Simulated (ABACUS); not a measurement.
Band-structure run of BN (part 1 of 2)

- system: BN (2 atoms in the cell)
- method: Kohn-Sham DFT of a periodic cell, SCAN, SG15 ONCV 1.2 PBE, no spin polarisation (ABACUS 3.10.1)

The structure derives from a Materials Project entry.

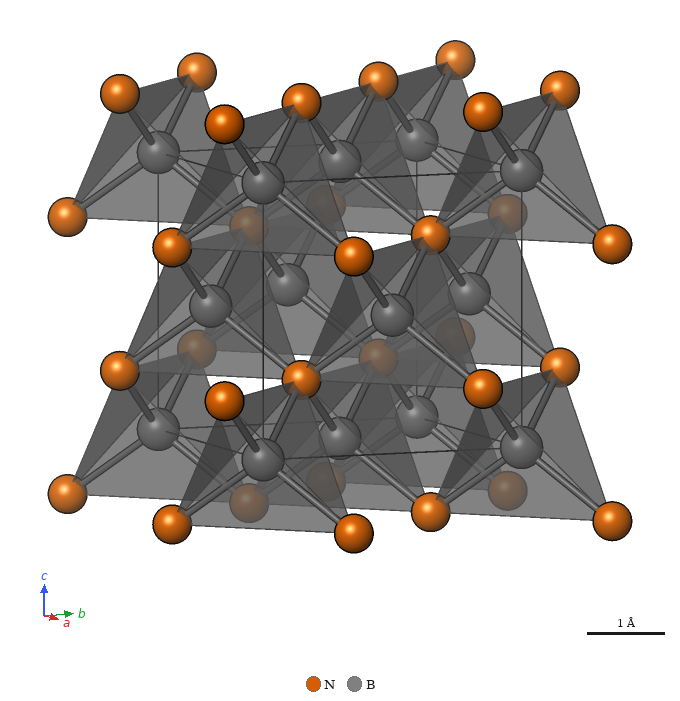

*The structure (polyhedral view of the cell 4 times as large as that of the calculation, set on its symmetry axes, seen slightly off an axis; polyhedra are completed across the faces of the cell).*

## The input
```python
"""ABACUS run from a structure file: ASE reads it, the script writes STRU, KPT and INPUT."""
import re
import subprocess
from ase.io import read
from ase.units import Bohr

atoms = read("BN.xyz")
atoms = atoms[(-atoms.numbers).argsort(kind="stable")]  # ABACUS lists atoms element by element
pseudo = {'N': 'N_ONCV_PBE-1.2.upf', 'B': 'B_ONCV_PBE-1.2.upf'}
orbital = {}
magmoms = None
kmesh = [8, 8, 8]
params = {
    'suffix': 'BN',
    'calculation': 'scf',
    'basis_type': 'pw',
    'pseudo_dir': './',
    'symmetry': 1,
    'dft_functional': 'scan',
    'ecutwfc': 97,
    'pseudo_rcut': 10,
    'nspin': 1,
    'nbands': 14,
    'ks_solver': 'dav',
    'smearing_method': 'fd',
    'smearing_sigma': 0.00367493,
    'scf_thr': 1e-08,
    'scf_nmax': 100,
    'mixing_type': 'broyden',
    'mixing_beta': 0.7,
    'cal_force': 1,
    'cal_stress': 1,
    'mixing_tau': 1,
    'out_chg': 1,
    'out_pot': 2,
    'out_elf': 1,
}

symbols = atoms.get_chemical_symbols()
elements = list(dict.fromkeys(symbols))
lines = ["ATOMIC_SPECIES"] + [f"{e} {atoms.get_masses()[symbols.index(e)]:.4f} {pseudo[e]}" for e in elements]
if orbital:
    lines += ["", "NUMERICAL_ORBITAL"] + [orbital[e] for e in elements]
lines += ["", "LATTICE_CONSTANT", f"{1 / Bohr:.10f}", "", "LATTICE_VECTORS"]
lines += [" ".join(f"{x:.10f}" for x in v) for v in atoms.cell]
lines += ["", "ATOMIC_POSITIONS", "Direct"]
for e in elements:
    lines += ["", e, "0.0", str(symbols.count(e))]
    for i, p in enumerate(atoms.get_scaled_positions(wrap=False)):
        if symbols[i] == e:
            mag = "" if magmoms is None else " mag " + " ".join(str(x) for x in (magmoms[i] if isinstance(magmoms[i], list) else [magmoms[i]]))
            lines.append(" ".join(f"{x:.10f}" for x in p) + " 1 1 1" + mag)
open("STRU", "w").write("\n".join(lines) + "\n")
open("KPT", "w").write("K_POINTS\n0\nGamma\n%d %d %d 0 0 0\n" % tuple(kmesh))
open("INPUT", "w").write("INPUT_PARAMETERS\n" + "".join(f"{k:<20s}{v}\n" for k, v in params.items()))

done = subprocess.run(['mpirun', '-np', '4', 'abacus'])
if done.returncode:
    raise SystemExit(done.returncode)
log = open("OUT.BN/running_scf.log").read()
print("final energy (eV):", re.findall(r"FINAL_ETOT_IS (\S+)", log))
```

## File BN.xyz
```
2
Lattice="0.0000000000 1.8130010000 1.8130010000 1.8130010000 0.0000000000 1.8130010000 1.8130010000 1.8130010000 0.0000000000" Properties=species:S:1:pos:R:3 pbc="T T T"
N      0.9065005000      0.9065005000      0.9065005000
B      0.0000000000      0.0000000000      0.0000000000
```

## File INPUT
```
INPUT_PARAMETERS
suffix              BN
calculation         scf
basis_type          pw
pseudo_dir          ./
symmetry            1
dft_functional      scan
ecutwfc             97
pseudo_rcut         10
nspin               1
nbands              14
ks_solver           dav
smearing_method     fd
smearing_sigma      0.00367493
scf_thr             1e-08
scf_nmax            100
mixing_type         broyden
mixing_beta         0.7
cal_force           1
cal_stress          1
mixing_tau          1
out_chg             1
out_pot             2
out_elf             1
```

## File STRU
```
ATOMIC_SPECIES
N 14.0070 N_ONCV_PBE-1.2.upf
B 10.8100 B_ONCV_PBE-1.2.upf

LATTICE_CONSTANT
1.8897261258

LATTICE_VECTORS
0.0000000000 1.8130010000 1.8130010000
1.8130010000 0.0000000000 1.8130010000
1.8130010000 1.8130010000 0.0000000000

ATOMIC_POSITIONS
Direct

N
0.0
1
0.2500000000 0.2500000000 0.2500000000 1 1 1

B
0.0
1
0.0000000000 0.0000000000 -0.0000000000 1 1 1
```

## File KPT
```
K_POINTS
0
Gamma
8 8 8 0 0 0
```

Machine: 4 threads of Intel Xeon (Sapphire Rapids), 64 GiB of memory available, shared host.

Launch command:
```bash
OMP_NUM_THREADS=1 python run_abacus.py > log
```

## Output
```
ABACUS v3.10.1

               Atomic-orbital Based Ab-initio Computation at UStc

 ------------------------------------------------------------------------------------

 READING GENERAL INFORMATION
                           global_out_dir = OUT.BN/
                           global_in_card = INPUT
                               pseudo_dir = ./
                              orbital_dir =
                                    DSIZE = 4
                                    GSIZE = 1

 READING UNITCELL INFORMATION
                                    ntype = 2
                  lattice constant (Bohr) = 1.88973
              lattice constant (Angstrom) = 1

 READING ATOM TYPE 1
                               atom label = N
                      L=0, number of zeta = 1
                      L=1, number of zeta = 1
                      L=2, number of zeta = 1
             number of atom for this type = 1

 READING ATOM TYPE 2
                               atom label = B
                      L=0, number of zeta = 1
                      L=1, number of zeta = 1
                      L=2, number of zeta = 1
             number of atom for this type = 1

                        TOTAL ATOM NUMBER = 2
DIRECT COORDINATES
    atom                   x                   y                   z     mag                  vx                  vy                  vz
taud_N1            0.2500000000        0.2500000000        0.2500000000  0.0000        0.0000000000        0.0000000000        0.0000000000
taud_B1            0.0000000000        0.0000000000        0.0000000000  0.0000        0.0000000000        0.0000000000        0.0000000000

                          Volume (Bohr^3) = 80.4305
                             Volume (A^3) = 11.9186

 Lattice vectors: (Cartesian coordinate: in unit of a_0)
                   +0              +1.813              +1.813
               +1.813                  +0              +1.813
               +1.813              +1.813                  +0
 Reciprocal vectors: (Cartesian coordinate: in unit of 2 pi/a_0)
            -0.275786           +0.275786           +0.275786
            +0.275786           -0.275786           +0.275786
            +0.275786           +0.275786           -0.275786
 The esolver type has been set to : ksdft_pw

                PAO radial cut off (Bohr) = 10

 Read in pseudopotential file is N_ONCV_PBE-1.2.upf
                     pseudopotential type = NC
          exchange-correlation functional = PBE
                 nonlocal core correction = 0
                        valence electrons = 5
                                     lmax = 1
                           number of zeta = 0
                     number of projectors = 4
                           L of projector = 0
                           L of projector = 0
                           L of projector = 1
                           L of projector = 1
 XC functional updated to : scan
          exchange-correlation functional = SCAN
                PAO radial cut off (Bohr) = 10

 Read in pseudopotential file is B_ONCV_PBE-1.2.upf
                     pseudopotential type = NC
          exchange-correlation functional = PBE
                 nonlocal core correction = 0
                        valence electrons = 3
                                     lmax = 1
                           number of zeta = 0
                     number of projectors = 4
                           L of projector = 0
                           L of projector = 0
                           L of projector = 1
                           L of projector = 1
 XC functional updated to : scan
          exchange-correlation functional = SCAN
     initial pseudo atomic orbital number = 0

 SETUP THE ELECTRONS NUMBER
             electron number of element N = 5
       total electron number of element N = 5
             electron number of element B = 3
       total electron number of element B = 3
            AUTOSET number of electrons:  = 8
                           occupied bands = 4
                                   NBANDS = 14
                                   NLOCAL = 18

 SETUP THE PLANE WAVE BASIS
 energy cutoff for charge/potential (unit:Ry) = 388
            fft grid for charge/potential = [ 32, 32, 32 ]
                        fft grid division = [ 1, 1, 1 ]
        big fft grid for charge/potential = [ 32, 32, 32 ]
                                     nbxx = 8192
                                     nrxx = 8192

 SETUP PLANE WAVES FOR CHARGE/POTENTIAL
                    number of plane waves = 10417
                         number of sticks = 637

 PARALLEL PW FOR CHARGE/POTENTIAL
     PROC   COLUMNS(POT)             PW
        1            159           2604
        2            159           2604
        3            159           2604
        4            160           2605
 --------------- sum -------------------
        4            637          10417
                            number of |g| = 153
                                  max |g| = 34.9866
                                  min |g| = 0.608463

----------- Double Check Mixing Parameters Begin ------------
mixing_type: broyden
mixing_beta: 0.7
mixing_gg0: 1
mixing_gg0_min: 0.1
mixing_ndim: 8
----------- Double Check Mixing Parameters End ------------

 LATTICE VECTORS: (CARTESIAN COORDINATE: IN UNIT OF A0)
                   +0              +1.813              +1.813
               +1.813                  +0              +1.813
               +1.813              +1.813                  +0
                       right hand lattice = 1
                                   NORM_A = 2.56397
                                   NORM_B = 2.56397
                                   NORM_C = 2.56397
                           ALPHA (DEGREE) = 60
                           BETA  (DEGREE) = 60
                           GAMMA (DEGREE) = 60

 The lattice vectors have been changed (STRU_SIMPLE.cif)

(for optimal symmetric configuration:)
                             BRAVAIS TYPE = 3
                     BRAVAIS LATTICE NAME = 03. Cubic F (face-centered)
                                    ibrav = 3
                                    IBRAV = 3
                                  BRAVAIS = FACE CENTERED CUBIC
                       LATTICE CONSTANT A = 3.626
Original cell was already a primitive cell.
                        ROTATION MATRICES = 48
              PURE POINT GROUP OPERATIONS = 24
                   SPACE GROUP OPERATIONS = 24
                                       C2 = 3
                                       C3 = 8
                                       C4 = 0
                                       C6 = 0
                                       S1 = 6
                                       S3 = 0
                                       S4 = 6
                                       S6 = 0
                              POINT GROUP = T_d
                                       C2 = 3
                                       C3 = 8
                                       C4 = 0
                                       C6 = 0
                                       S1 = 6
                                       S3 = 0
                                       S4 = 6
                                       S6 = 0
               POINT GROUP IN SPACE GROUP = T_d

 SETUP K-POINTS
                                    nspin = 1
                   Input type of k points = Monkhorst-Pack(Gamma)
                                   nkstot = 512
                       right hand lattice = 1
(for reciprocal lattice: )
                             BRAVAIS TYPE = 2
                     BRAVAIS LATTICE NAME = 02. Cubic I (body-centered)
                                    ibrav = 2
                       right hand lattice = 1
(for k-lattice: )
                             BRAVAIS TYPE = 2
                     BRAVAIS LATTICE NAME = 02. Cubic I (body-centered)
                                    ibrav = 2
                       right hand lattice = 1
                        ROTATION MATRICES = 48
                               nkstot_ibz = 29
K-POINTS REDUCTION ACCORDING TO SYMMETRY
     IBZ    DIRECT_X    DIRECT_Y    DIRECT_Z  WEIGHT  ibz2bz
       1  0.00000000  0.00000000  0.00000000  0.0020       0
       2  0.12500000  0.12500000  0.12500000  0.0156       1
       3  0.25000000  0.25000000  0.25000000  0.0156       2
       4  0.37500000  0.37500000  0.37500000  0.0156       3
       5  0.50000000  0.50000000  0.50000000  0.0078       4
       6  0.12500000  0.12500000  0.00000000  0.0117       9
       7  0.25000000  0.25000000  0.12500000  0.0469      10
       8  0.37500000  0.37500000  0.25000000  0.0469      11
       9  0.50000000  0.50000000  0.37500000  0.0469      12
      10  0.50000000  0.37500000  0.37500000  0.0469      13
      11  0.37500000  0.25000000  0.25000000  0.0469      14
      12  0.12500000  0.12500000  0.25000000  0.0234      15
      13  0.25000000  0.25000000  0.00000000  0.0117      18
      14  0.37500000  0.37500000  0.12500000  0.0469      19
      15  0.50000000  0.50000000  0.25000000  0.0469      20
      16 -0.37500000  0.37500000  0.37500000  0.0469      21
      17  0.50000000  0.25000000  0.25000000  0.0234      22
      18  0.37500000  0.37500000  0.00000000  0.0117      27
      19  0.50000000  0.50000000  0.12500000  0.0469      28
      20 -0.25000000  0.37500000  0.37500000  0.0234      29
      21  0.50000000  0.50000000  0.00000000  0.0059      36
      22  0.37500000  0.25000000  0.12500000  0.0469      83
      23  0.50000000  0.37500000  0.25000000  0.0938      84
      24  0.50000000  0.37500000 -0.37500000  0.0469      85
      25  0.50000000  0.37500000  0.12500000  0.0469      92
      26  0.50000000  0.37500000 -0.25000000  0.0938      93
      27 -0.37500000  0.37500000  0.25000000  0.0469      94
      28 -0.12500000  0.50000000  0.37500000  0.0234     101
      29  0.50000000  0.25000000 -0.25000000  0.0117     166

                               nkstot now = 29
[... K-POINTS DIRECT COORDINATES: 29 rows ...]

           k-point number in this process = 29
       minimum distributed K point number = 29
[... stars of the k points ...]

[... K-POINTS CARTESIAN COORDINATES: 29 rows ...]

[... K-POINTS DIRECT COORDINATES: 29 rows ...]

 SETUP PLANE WAVES FOR WAVE FUNCTIONS
     energy cutoff for wavefunc (unit:Ry) = 97
              fft grid for wave functions = [ 32, 32, 32 ]
                    number of plane waves = 1837
                         number of sticks = 199
```
